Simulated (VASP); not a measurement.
# Band-structure calculation of NaI

The run: band-structure calculation of NaI (P4/mmm, 2 atoms in the cell). Method and program: DFT, PBE, plane waves, PAW (VASP 6.6.1).

The structure was built on a prototype by a generator. The geometry comes from this level: r2SCAN (a point of a series of strains). It belongs to a series of runs on one base structure; here: biaxial_xy strain -2.9%.

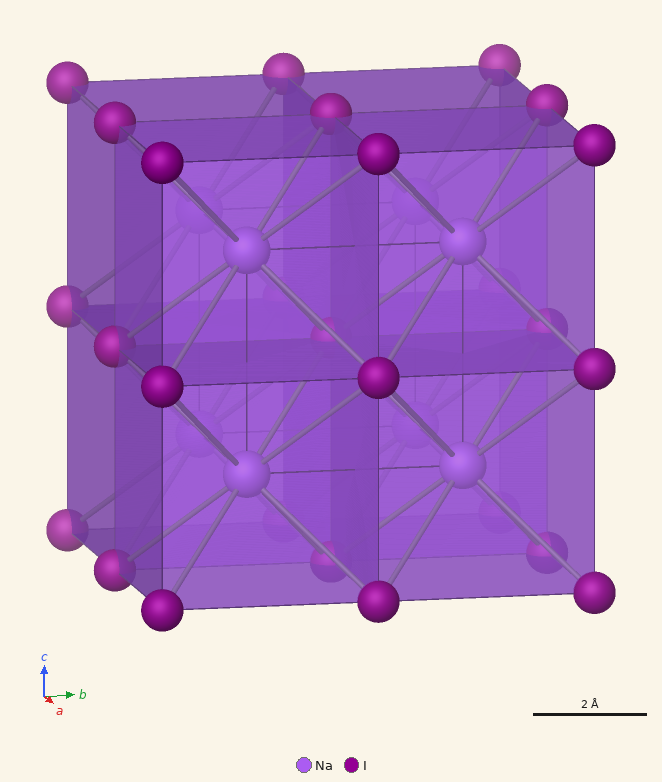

The structure as given in the input (polyhedral view of the cell of the calculation, seen at an oblique angle; polyhedra are completed across the faces of the cell).

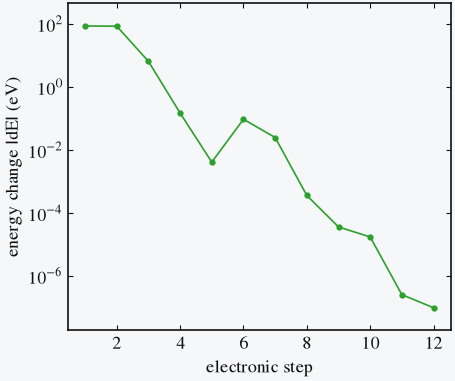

Convergence of the self-consistent field: energy change |dE| against the electronic step. It takes 12 electronic steps. The density is held fixed in the first few steps, and dE rises again when its update begins.

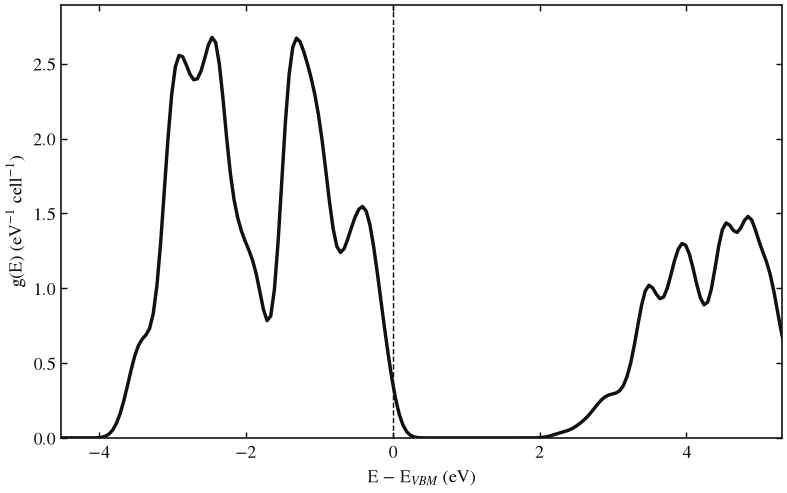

Density of states (the curve is built from the levels of the k mesh with Gaussians 0.3 eV wide, which also blur the band edges), with energies from the valence-band top. There is a gap of 2.30 eV on the k-point mesh. Small ripples come from the finite k-point mesh.

These pictures come from the run below.

### INCAR
```
ENCUT = 520.000000
SIGMA = 0.020000
EDIFF = 1.00e-07
GGA = PE
PREC = Accurate
IBRION = -1
ISIF = 2
ISMEAR = -1
NBANDS = 14
NELM = 120
NSW = 0
LASPH = .TRUE.
LCHARG = .FALSE.
LWAVE = .FALSE.
LREAL = .FALSE.
```

### KPOINTS
```
KPOINTS created by Atomic Simulation Environment
0
Gamma
6 6 6
0 0 0
```

### KPOINTS_OPT
```
special points
5
Reciprocal
0.0000000000 0.0000000000 0.0000000000 1
0.0000000000 0.5000000000 0.0000000000 1
0.5000000000 0.5000000000 0.0000000000 1
0.5000000000 0.5000000000 0.5000000000 1
0.0000000000 0.5000000000 0.5000000000 1
```

### POSCAR
```
Na I
 1.0000000000000000
     3.9249772123000000    0.0000000000000000    0.0000000000000000
     0.0000000000000000    3.9249772123000000    0.0000000000000000
     0.0000000000000000    0.0000000000000000    4.0405365579000003
 Na  I
   1   1
Cartesian
  0.0000000000000000  0.0000000000000000  0.0000000000000000
  1.9624886061500000  1.9624886061500000  2.0202682789500002
```

Launched with:
```bash
mpirun -np 1 vasp_std
```

### OSZICAR
```
N       E                     dE             d eps       ncg     rms          rms(c)
DAV:   1     0.844749337353E+02    0.84475E+02   -0.65728E+03  1126   0.902E+02
DAV:   2     0.138383300807E+01   -0.83091E+02   -0.76461E+02  1198   0.229E+02
DAV:   3    -0.501303088732E+01   -0.63969E+01   -0.63506E+01  1468   0.609E+01
DAV:   4    -0.516027597309E+01   -0.14725E+00   -0.14720E+00  1386   0.948E+00
DAV:   5    -0.516437074320E+01   -0.40948E-02   -0.40947E-02  1444   0.160E+00    0.214E+00
DAV:   6    -0.507086196500E+01    0.93509E-01   -0.81621E-02  1392   0.178E+00    0.141E+00
DAV:   7    -0.504619040425E+01    0.24672E-01   -0.84907E-02  1388   0.159E+00    0.634E-01
DAV:   8    -0.504655016023E+01   -0.35976E-03   -0.53673E-03  1192   0.608E-01    0.744E-02
DAV:   9    -0.504651401104E+01    0.36149E-04   -0.14970E-04  1494   0.132E-01    0.296E-02
DAV:  10    -0.504653140780E+01   -0.17397E-04   -0.44443E-05  1252   0.635E-02    0.645E-03
DAV:  11    -0.504653166550E+01   -0.25770E-06   -0.50929E-06  1318   0.234E-02    0.367E-03
DAV:  12    -0.504653176469E+01   -0.99191E-07   -0.26611E-07  1372   0.347E-03
   1 F= -.50465318E+01 E0= -.50465318E+01  d E =-.271149E-10
       N       E                     dE             ncg
DAV:   1     0.892845615120E+03   -0.20041E+04      140
DAV:   2     0.478125860309E+03   -0.41472E+03      152
DAV:   3     0.447608348675E+03   -0.30518E+02      188
DAV:   4     0.446872702531E+03   -0.73565E+00      200
DAV:   5     0.446861535390E+03   -0.11167E-01      170
DAV:   6     0.446861039276E+03   -0.49611E-03      208
DAV:   7     0.446861023074E+03   -0.16202E-04      188
DAV:   8     0.446861021877E+03   -0.11977E-05      140
DAV:   9     0.446861021872E+03   -0.43203E-08      124
```

### Parts of OUTCAR
```
k-points           NKPTS =     40   k-points in BZ     NKDIM =     40   number of bands    NBANDS=     14

   NELECT =      14.0000    total number of electrons

   dimension x,y,z NGX =    30 NGY =   30 NGZ =   30
   dimension x,y,z NGXF=    60 NGYF=   60 NGZF=   60

  energy-cutoff  :      520.00
  volume of cell :       62.25
      direct lattice vectors                 reciprocal lattice vectors
     3.924977212  0.000000000  0.000000000     0.254778549  0.000000000  0.000000000
     0.000000000  3.924977212  0.000000000     0.000000000  0.254778549  0.000000000
     0.000000000  0.000000000  4.040536558     0.000000000  0.000000000  0.247491883

 k-points in reciprocal lattice and weights: KPOINTS created by Atomic Simulation Env
   0.00000000  0.00000000  0.00000000       0.005
   0.16666667  0.00000000  0.00000000       0.019
   0.33333333  0.00000000  0.00000000       0.019
   0.50000000  0.00000000  0.00000000       0.009
   0.16666667  0.16666667  0.00000000       0.019
   0.33333333  0.16666667  0.00000000       0.037
   0.50000000  0.16666667  0.00000000       0.019
   0.33333333  0.33333333  0.00000000       0.019
   0.50000000  0.33333333  0.00000000       0.019
   0.50000000  0.50000000  0.00000000       0.005
   0.00000000  0.00000000  0.16666667       0.009
   0.16666667  0.00000000  0.16666667       0.037
   0.33333333  0.00000000  0.16666667       0.037
   0.50000000  0.00000000  0.16666667       0.019
   0.16666667  0.16666667  0.16666667       0.037
   0.33333333  0.16666667  0.16666667       0.074
   0.50000000  0.16666667  0.16666667       0.037
   0.33333333  0.33333333  0.16666667       0.037
   0.50000000  0.33333333  0.16666667       0.037
   0.50000000  0.50000000  0.16666667       0.009
   0.00000000  0.00000000  0.33333333       0.009
   0.16666667  0.00000000  0.33333333       0.037
   0.33333333  0.00000000  0.33333333       0.037
   0.50000000  0.00000000  0.33333333       0.019
   0.16666667  0.16666667  0.33333333       0.037
   0.33333333  0.16666667  0.33333333       0.074
   0.50000000  0.16666667  0.33333333       0.037
   0.33333333  0.33333333  0.33333333       0.037
   0.50000000  0.33333333  0.33333333       0.037
   0.50000000  0.50000000  0.33333333       0.009
   0.00000000  0.00000000  0.50000000       0.005
   0.16666667  0.00000000  0.50000000       0.019
   0.33333333  0.00000000  0.50000000       0.019
   0.50000000  0.00000000  0.50000000       0.009
   0.16666667  0.16666667  0.50000000       0.019
   0.33333333  0.16666667  0.50000000       0.037
   0.50000000  0.16666667  0.50000000       0.019
   0.33333333  0.33333333  0.50000000       0.019
   0.50000000  0.33333333  0.50000000       0.019
   0.50000000  0.50000000  0.50000000       0.005

 E-fermi :   2.9051

 k-point     1 :       0.0000    0.0000    0.0000
  band No.  band energies     occupation
      1     -21.2618      2.00000
      2     -21.2618      2.00000
      3     -21.2576      2.00000
      4      -9.6186      2.00000
      5       1.5283      2.00000
      6       1.8175      2.00000
      7       1.8175      2.00000
      8       4.8172      0.00000
      9       7.8158      0.00000
     10       8.0009      0.00000
     11      13.7868      0.00000
     12      14.0802      0.00000
     13      14.0802      0.00000
     14      14.3572      0.00000

 k-point     2 :       0.1667    0.0000    0.0000
  band No.  band energies     occupation
      1     -21.2647      2.00000
      2     -21.2615      2.00000
      3     -21.2573      2.00000
      4      -9.5243      2.00000
      5       0.7718      2.00000
      6       1.6189      2.00000
      7       1.9051      2.00000
      8       5.5024      0.00000
      9       8.1027      0.00000
     10       8.9314      0.00000
     11      12.1393      0.00000
     12      12.5831      0.00000
     13      13.1353      0.00000
     14      14.5638      0.00000

 k-point     3 :       0.3333    0.0000    0.0000
  band No.  band energies     occupation
      1     -21.2706      2.00000
      2     -21.2610      2.00000
      3     -21.2567      2.00000
      4      -9.3198      2.00000
      5      -0.5909      2.00000
      6       1.8146      2.00000
      7       2.0936      2.00000
      8       6.4514      0.00000
      9       8.7837      0.00000
     10       9.6303      0.00000
     11      10.6499      0.00000
     12      11.1280      0.00000
     13      12.3421      0.00000
     14      13.6993      0.00000

 k-point     4 :       0.5000    0.0000    0.0000
  band No.  band energies     occupation
      1     -21.2735      2.00000
      2     -21.2607      2.00000
      3     -21.2565      2.00000
      4      -9.2080      2.00000
      5      -1.1343      2.00000
      6       1.9210      2.00000
      7       2.1956      2.00000
      8       7.1037      0.00000
      9       8.9835      0.00000
     10       9.4319      0.00000
     11      10.0933      0.00000
     12      10.5814      0.00000
     13      11.1992      0.00000
     14      15.5386      0.00000

 k-point     5 :       0.1667    0.1667    0.0000
  band No.  band energies     occupation
      1     -21.2646      2.00000
      2     -21.2643      2.00000
      3     -21.2570      2.00000
      4      -9.4326      2.00000
      5       0.7502      2.00000
      6       1.0625      2.00000
      7       1.7098      2.00000
      8       6.1422      0.00000
      9       8.6474      0.00000
     10       9.3823      0.00000
     11      11.0750      0.00000
     12      11.9975      0.00000
     13      12.9371      0.00000
     14      13.5026      0.00000

 [... the levels of 34 k-points are left out ...]

 k-point    40 :       0.5000    0.5000    0.5000
  band No.  band energies     occupation
      1     -21.2704      2.00000
      2     -21.2704      2.00000
      3     -21.2630      2.00000
      4      -8.5775      2.00000
      5       0.0878      2.00000
      6       0.0878      2.00000
      7       0.2112      2.00000
      8       6.5066      0.00000
      9       6.5066      0.00000
     10       6.5082      0.00000
     11       9.1579      0.00000
     12      16.0821      0.00000
     13      16.7494      0.00000
     14      16.7494      0.00000

  Total        0.7926088      0.7926088      0.1742776      0.0000000      0.0000000     -0.0000000
  in kB       20.4012207     20.4012207      4.4857898      0.0000000      0.0000000     -0.0000000
  external PRESSURE =      15.0960770 kB  Pullay stress =       0.0000000 kB

 POSITION                                       TOTAL-FORCE (eV/Angst)
 -----------------------------------------------------------------------------------
      0.00000      0.00000      0.00000         0.000000      0.000000      0.000000
      1.96249      1.96249      2.02027         0.000000      0.000000      0.000000
 -----------------------------------------------------------------------------------
    total drift:                                0.000000     -0.000000     -0.000000

  FREE ENERGIE OF THE ION-ELECTRON SYSTEM (eV)
  ---------------------------------------------------
  free  energy   TOTEN  =        -5.0465317647 eV

  energy  without entropy=       -5.0465317647  energy(sigma->0) =       -5.04653176
```

### Key numbers

- outcome: converged
- space group (tolerance 0.01 Å): P4/mmm (123)
- electrons treated: 14
- free energy: −5.0465 eV
- Fermi energy: 2.905 eV
- band gap: 2.30 eV
- pressure: 1.51 GPa
- largest force (length of the vector): under 0.001 eV/Å
- hardware: 1 CPU thread, shared host
- wall time: 29 s
- peak memory: 0.2 GiB

### Notes

Spin-orbit coupling is left out, which matters for I.
